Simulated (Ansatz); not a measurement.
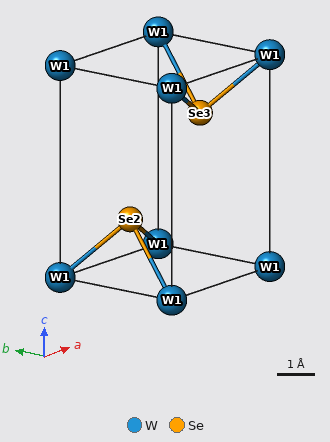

Figure 1. The structure as given in the input (ball-and-stick view of the cell of the calculation, seen at an oblique angle; atoms are numbered from 1 in the order of the input). Near neighbours in the crystal (not all of them lie inside the picture): W has 6 Se at 2.54 Å; Se has 3 W at 2.54 Å.

**Run report: WSe2, single-point calculation**

The run: single-point calculation of WSe2 (P-3m1, 3 atoms in the cell). Method and program: DFT, PBEsol, plane waves, PAW, no spin polarisation (Ansatz 0.2.0).

The structure was built on a prototype by a generator. The geometry comes from this level: r2scan-rvv10. Figures and captions count atoms from 1; the log counts them from 0 in places.

Input
```yaml
crystal:
  lattice:
    - [3.3153441817, 0.0, 0.0]
    - [-1.6576720909, 2.8711722836, 0.0]
    - [0.0, 0.0, 6.5191987047]
  atoms:
    - { symbol: W, position: [0.0, 0.0, 0.0] }
    - { symbol: Se, position: [0.3333333333, 0.6666666667, 0.2571683813] }
    - { symbol: Se, position: [0.6666666667, 0.3333333333, 0.7428316187] }
kpoints:
  mp_grid: { grid: [6, 6, 4] }
hamiltonian:
  xc: pbesol
scf:
  occupations: { method: fermi_dirac, width: 0.02 }
  n_extra_bands: 4
output:
  forces: true
  stress: true
  eigenvalues: true
  write_density: true
  write_potential: true
  elf: true
  volumetric_format: npy
```

Launched with:
```bash
ansatz run input.yaml --threads 4 --pin off --max-ram 3686MiB --backend cpu --events-out ev --progress --plain --runs-dir out
```

The program's output
```
scf.n_extra_bands = 4 over 23 filled bands (N_el = 46.0): the run solves 27 bands
Engine: ansatz 0.2.0, x86_64-unknown-linux-gnu
Pseudopotentials: kind: paw
Pseudopotential: W, paw, valence charge 14, recommended cutoff 420 eV (normal), W.paw.azcp
Pseudopotential: Se, paw, valence charge 16, recommended cutoff 420 eV (normal), Se.paw.azcp
Functional definition: PBEsol
  exchange = pbesol_x
  correlation = pbesol_c
Crystal: 3 atoms, lattice volume = 62.056 Å³
Basis set: ecut = 420 eV, 1257 PW (Γ), exchange–correlation on 48×48×90 points (8 copies of the dense FFT grid, shifted against one another)
Bands: 27, of which v1, the nominal top of the filled ones, is band 23 counted from 1 (22 counted from 0)
Symmetry: 12 space group operations
Space group: P-3m1 (ITA 164), of the structure as read, at distance tolerance 4.0e-5 Å
k-points: 24 of 144
Non-local potential: W, projectors of the file, l = 0: 3, l = 1: 2, l = 2: 2, l = 3: 1
Non-local potential: Se, projectors of the file, l = 0: 2, l = 1: 2, l = 2: 3, l = 3: 1
PAW form: soft (Blöchl's): semilocal exchange-correlation on the pseudo side does not see the compensation charge
PAW frozen core: W, regenerated for the run's functional, and the local potential with it (the file was generated under x = pbe(κ = 0.804, μ = 0.2195149727645171), c = pbe(β = 0.06672455060314922))
PAW frozen core: Se, regenerated for the run's functional, and the local potential with it (the file was generated under x = pbe(κ = 0.804, μ = 0.2195149727645171), c = pbe(β = 0.06672455060314922))
PAW one-centre angular grid: W, 590 points (default); XC on 64 Gauss nodes
PAW one-centre angular grid: Se, 590 points (default); XC on 64 Gauss nodes
Initial density: superposition of atomic densities (neutral atoms: chi_scale 0, normalization atom), corrected by the library's trained network
Initial wavefunctions: pseudopotential atomic-orbital guess
Functional: x = pbesol(κ = 0.804, μ = 0.12345679012345678), c = pbesol(β = 0.046)
SCF iter   1: F=—  HF=-21105.984978 eV  |F-HF|=—  |Δ(HF+E_count)|=         —  Δρ=3.83e-3  dr2=6.90e-3  ethr=1.77e-3  ⟨swp⟩=6.2  Hψ=2622  notcnv=0
preconditioner: auto → LDOS  [insulator: Δε(μ)=0.070 eV  Ē_g=8.124 eV  σ=0.020 eV  W_gap=0.61  n_scr=22 (ndim 8)  ℏωp=20.0 eV  f_vac=0.047  D(μ)=1.40/eV (n_scr^D=4)  ε∞_Penn≈7.1  β→1.0]
SCF iter   2: F=—  HF=-21105.985106 eV  |F-HF|=—  |Δ(HF+E_count)|=   1.28e-4  Δρ=1.41e-3  dr2=1.93e-3  ethr=1.50e-5  ⟨swp⟩=2.0  Hψ=1461  notcnv=0  defer=1
SCF iter   3: F=—  HF=-21105.984300 eV  |F-HF|=—  |Δ(HF+E_count)|=   8.06e-4  Δρ=4.43e-4  dr2=2.76e-4  ethr=4.20e-6  ⟨swp⟩=2.0  Hψ=1270  notcnv=0  defer=1
SCF iter   4: F=—  HF=-21105.984249 eV  |F-HF|=—  |Δ(HF+E_count)|=   5.16e-5  Δρ=1.07e-4  dr2=9.45e-6  ethr=5.99e-7  ⟨swp⟩=3.0  Hψ=1200  notcnv=0  defer=1
SCF iter   5: F=—  HF=-21105.984244 eV  |F-HF|=—  |Δ(HF+E_count)|=   4.38e-6  Δρ=2.49e-5  dr2=6.13e-7  ethr=2.06e-8  ⟨swp⟩=2.0  Hψ=1176  notcnv=0  defer=1
SCF iter   6: F=-21105.984244 eV  HF=-21105.984244 eV  |F-HF|=4.77e-9  |Δ(HF+E_count)|=   4.59e-8  Δρ=5.77e-6  dr2=2.44e-8  ethr=2.17e-10  ⟨swp⟩=10.3  Hψ=4963  notcnv=0
SCF 1 converged in 6 iterations: F = -21105.984244 eV  dr2 = 2.44e-8
  greatest PAW one-centre occupation: 1.000 electrons in one spin orbital (limit 2), on the Se atom at site 2 (counted from 0), in its partial waves of l = 2
```

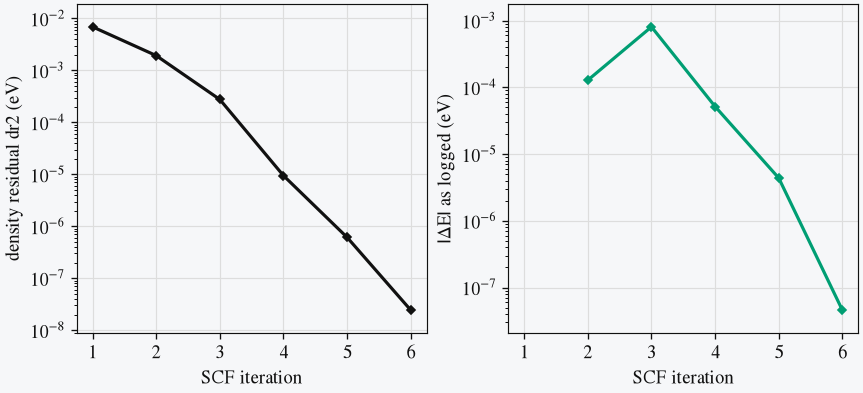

Figure 2. Convergence of the self-consistent field: density residual dr2 and size of the energy change against the SCF iteration. The residual falls at every step.

```
SCF converged after 6 iterations
Free energy (F): -21105.984244 eV
Harris-Foulkes:  -21105.984244 eV  (|F-HF|=4.77e-9)
Internal energy: -21105.982426 eV  (E = F + TS)
E sigma→0 (E₀):  -21105.983335 eV
Entropy (-TS):   -0.001818 eV (-0.606 meV/atom)
Fermi energy:    12.952159 eV
--- Per-component energies (eV) ---
  E_band       = -863.726287
  E_kinetic    = 688.320806
  E_local      = -5774.964595  (includes V_loc(G=0)·N_el)
  E_nonlocal   = -1180.341257
  E_hartree    = 2765.824437
  E_xc         = -472.103578
  E_vxc        = -435.143469  (∫ρ·V_xc dr)
  E_paw        = -12172.678033  (= ΣΔE_a)
  E_vpaw       = 306.748145  (= ΣTr[D̂ρ^β])
  E_aug_tail   = -0.001250  (compensation charges beyond the density's cutoff)
  E_ewald      = -4962.277648
  E_core_change = 2.238693  (= ΣΔE_core)
  E_smearing   = -0.001818  (= −TS)
  E_closure    = -0.000000  (closes the sum)
  Σ components = -21105.984244   (vs F -21105.984244, Δ=0.00e0)
--- Forces (eV/Å), atoms counted from 1 ---
  atom   1  W      0.00000000    -0.00000000     0.00000000
  atom   2  Se     0.00000000     0.00000000     0.05153370
  atom   3  Se    -0.00000000    -0.00000000    -0.05153370
  max |Σ_I F_I| component: 5.26e-31 eV/Å
--- Stress (GPa, compression-positive) ---
       -2.809046       0.000000      -0.000000
        0.000000      -2.809046       0.000000
       -0.000000       0.000000       0.875369
  P = ⅓ Tr σ = -1.5809 GPa (-15.809 kbar)
--- Band table (eV; the first three rows and the last of 24) ---
  k-point 0: bands = ["-61.7864", "-35.4206", "-35.4206", "-35.4200", "-35.4200", "-35.3954", "-35.3954", "-35.3953", "-35.3953", "-35.3829", "-35.3823", "-25.9848", "-25.9848", "-25.9809", "-2.6717", "-1.1983", "5.4563", "9.3706", "9.3706", "11.1155", "11.3971", "12.2011", "12.2011", "13.0839", "13.0839", "16.3011", "16.3011"]
  k-point 1: bands = ["-61.7864", "-35.4206", "-35.4206", "-35.4200", "-35.4200", "-35.3954", "-35.3954", "-35.3952", "-35.3952", "-35.3828", "-35.3824", "-25.9847", "-25.9847", "-25.9808", "-2.5688", "-1.3773", "5.8902", "9.3798", "9.3798", "9.7203", "12.1971", "12.1971", "12.2505", "13.0191", "13.0191", "16.4321", "16.4321"]
  k-point 2: bands = ["-61.7864", "-35.4206", "-35.4206", "-35.4200", "-35.4200", "-35.3954", "-35.3954", "-35.3952", "-35.3952", "-35.3826", "-35.3825", "-25.9848", "-25.9848", "-25.9809", "-2.4294", "-1.5886", "6.5079", "8.7180", "9.3891", "9.3891", "12.1931", "12.1931", "12.5303", "12.9573", "12.9573", "16.5639", "16.5639"]
  k-point 23: bands = ["-61.7760", "-35.4191", "-35.4178", "-35.4178", "-35.4177", "-35.3968", "-35.3967", "-35.3967", "-35.3955", "-35.3804", "-35.3804", "-26.1352", "-26.1352", "-25.9299", "-0.3126", "-0.3126", "7.0561", "7.2105", "7.2105", "8.6203", "8.9958", "8.9958", "13.1220", "13.1220", "13.6935", "16.8391", "16.8391"]
```

File rho_z.tsv
```
# z_ang	rho[e/angstrom^3]
# format = ansatz-planar-average/11
# lattice	3.315344182	0.000000000	0.000000000
# lattice	-1.657672091	2.871172284	0.000000000
# lattice	0.000000000	0.000000000	6.519198705
# sites	3
# site	74	0.000000000	0.000000000	0.000000000
# site	34	-0.000000000	1.914114856	1.676531778
# site	34	1.657672091	0.957057428	4.842666926
0.000000	1.114343e0
0.144871	1.092679e0
0.289742	1.010033e0
0.434613	8.551951e-1
0.579484	6.712345e-1
0.724355	5.266900e-1
0.869226	4.580966e-1
1.014098	4.780591e-1
1.158969	6.169272e-1
1.303840	9.464816e-1
1.448711	1.485880e0
1.593582	1.979873e0
1.738453	2.005686e0
1.883324	1.523137e0
2.028195	9.350573e-1
2.173066	5.362207e-1
2.317937	3.277979e-1
2.462808	2.208656e-1
2.607679	1.559999e-1
2.752551	1.092480e-1
2.897422	7.775186e-2
3.042293	5.866828e-2
3.187164	4.979598e-2
3.332035	4.979598e-2
3.476906	5.866828e-2
3.621777	7.775186e-2
3.766648	1.092480e-1
3.911519	1.559999e-1
4.056390	2.208656e-1
4.201261	3.277979e-1
4.346132	5.362207e-1
4.491004	9.350573e-1
4.635875	1.523137e0
4.780746	2.005686e0
4.925617	1.979873e0
5.070488	1.485880e0
5.215359	9.464816e-1
5.360230	6.169272e-1
5.505101	4.780591e-1
5.649972	4.580966e-1
5.794843	5.266900e-1
5.939714	6.712345e-1
6.084585	8.551951e-1
6.229457	1.010033e0
6.374328	1.092679e0
```

File v_z.tsv
```
# z_ang	v_es[eV]	v_tot[eV]
# format = ansatz-planar-average/11
# xc	pbesol
# density_cutoff_ev	1680
# datasets	W=:simpson_from_first_knot:soft:shift=-887417	Se=:simpson_from_first_knot:soft:shift=-935943
# lattice	3.315344182	0.000000000	0.000000000
# lattice	-1.657672091	2.871172284	0.000000000
# lattice	0.000000000	0.000000000	6.519198705
# sites	3
# site	74	0.000000000	0.000000000	0.000000000
# site	34	-0.000000000	1.914114856	1.676531778
# site	34	1.657672091	0.957057428	4.842666926
0.000000	-3.909611e0	-1.832057e1
0.144871	-3.381185e0	-1.766989e1
0.289742	-1.865535e0	-1.579327e1
0.434613	3.838446e-1	-1.300003e1
0.579484	2.969094e0	-9.817475e0
0.724355	5.175131e0	-7.128436e0
0.869226	6.357799e0	-5.681086e0
1.014098	6.715980e0	-5.273475e0
1.158969	6.864100e0	-5.252275e0
1.303840	7.070593e0	-5.266334e0
1.448711	7.272702e0	-5.248978e0
1.593582	7.447167e0	-5.108180e0
1.738453	7.628576e0	-4.736402e0
1.883324	7.878051e0	-4.055542e0
2.028195	8.284366e0	-3.014066e0
2.173066	8.977382e0	-1.562253e0
2.317937	1.018384e1	4.483275e-1
2.462808	1.198488e1	3.076720e0
2.607679	1.388709e1	5.813992e0
2.752551	1.519260e1	7.885568e0
2.897422	1.591969e1	9.240900e0
3.042293	1.633856e1	1.011996e1
3.187164	1.652989e1	1.055538e1
3.332035	1.652989e1	1.055538e1
3.476906	1.633856e1	1.011996e1
3.621777	1.591969e1	9.240900e0
3.766648	1.519260e1	7.885568e0
3.911519	1.388709e1	5.813992e0
4.056390	1.198488e1	3.076720e0
4.201261	1.018384e1	4.483275e-1
4.346132	8.977382e0	-1.562253e0
4.491004	8.284366e0	-3.014066e0
4.635875	7.878051e0	-4.055542e0
4.780746	7.628576e0	-4.736402e0
4.925617	7.447167e0	-5.108180e0
5.070488	7.272702e0	-5.248978e0
5.215359	7.070593e0	-5.266334e0
5.360230	6.864100e0	-5.252275e0
5.505101	6.715980e0	-5.273475e0
5.649972	6.357799e0	-5.681086e0
5.794843	5.175131e0	-7.128436e0
5.939714	2.969094e0	-9.817475e0
6.084585	3.838446e-1	-1.300003e1
6.229457	-1.865535e0	-1.579327e1
6.374328	-3.381185e0	-1.766989e1
```

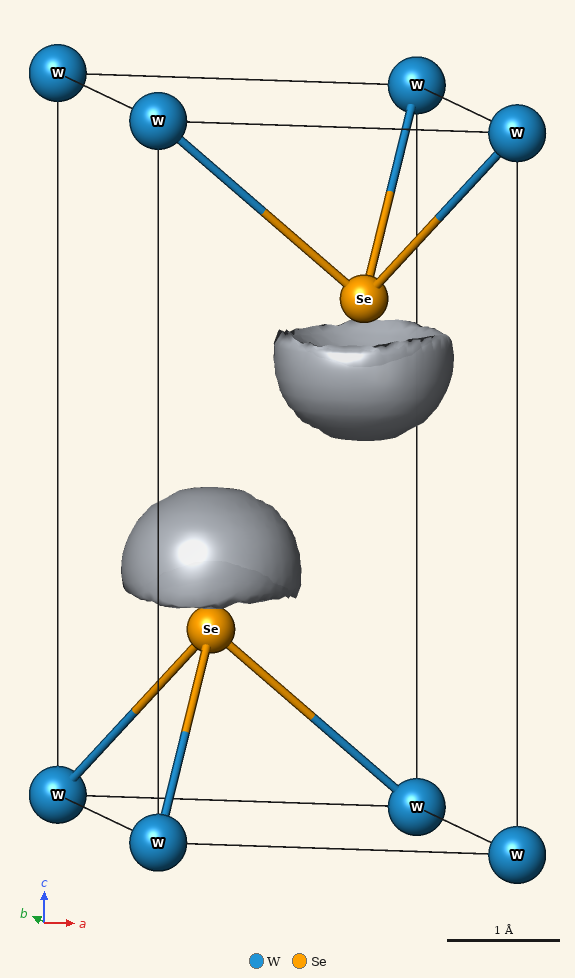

Figure 3. Isosurface of the ELF at 0.8 (grey), seen slightly off an axis. Only the valence region is drawn (cores and ρ < 0.01 e/Å³ removed). Sticks mark near contacts. The outline is the cell set on symmetry axes. Values along the shortest contacts: W–Se (2.54 Å): the ELF is about 0.45 at the midpoint. The fields are those of the smooth PAW valence density.

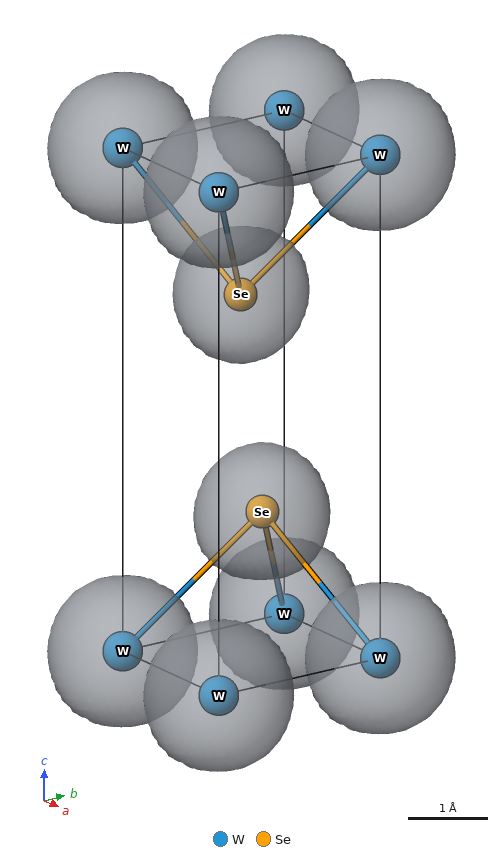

Figure 4. Isosurface of the valence electron density at 0.8 e/Å³ (grey), seen slightly off an axis. Sticks mark near contacts. The outline is the cell set on symmetry axes. At this value the density breaks into separate islands; it holds about 70 % of the electrons treated as valence (semicore included). It is pinched off along the W–Se (2.54 Å) contacts. On the grid the lowest density along these lines, outside the cores, is 0.51 e/Å³ (W–Se, 2.54 Å).

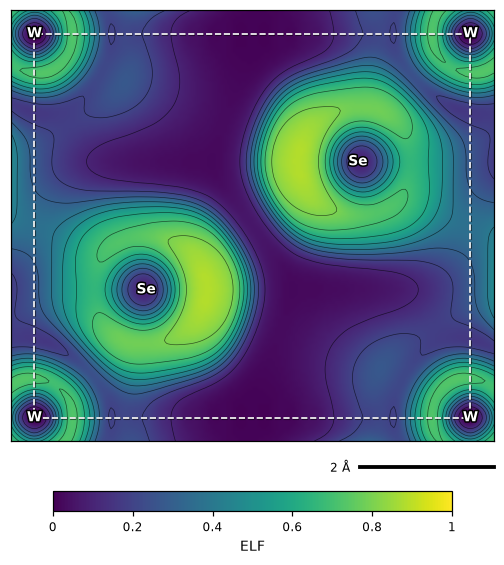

Figure 5. Electron localisation function on the (110) plane of the conventional cell. Atoms in the plane: W and Se. W–Se (2.54 Å): the ELF is about 0.45 at the midpoint. The strong features right at W lie inside the PAW spheres (semicore, d or f shells) and say nothing about bonding.

Summary

| quantity | value |
| --- | --- |
| outcome | converged |
| space group (tolerance 0.01 Å) | P-3m1 (164) |
| electrons treated | 46 |
| free energy | −21105.9842 eV |
| Fermi energy | 12.952 eV |
| band gap | none (metallic) |
| pressure | −1.58 GPa |
| largest force (length of the vector) | 0.052 eV/Å |
| hardware | 4 threads of an x86-64 CPU, shared host |
| wall time | 4.1 s (CPU time 6.3 s) |
| peak memory | 0.41 GiB |

Spin–orbit coupling is left out, which matters for W.
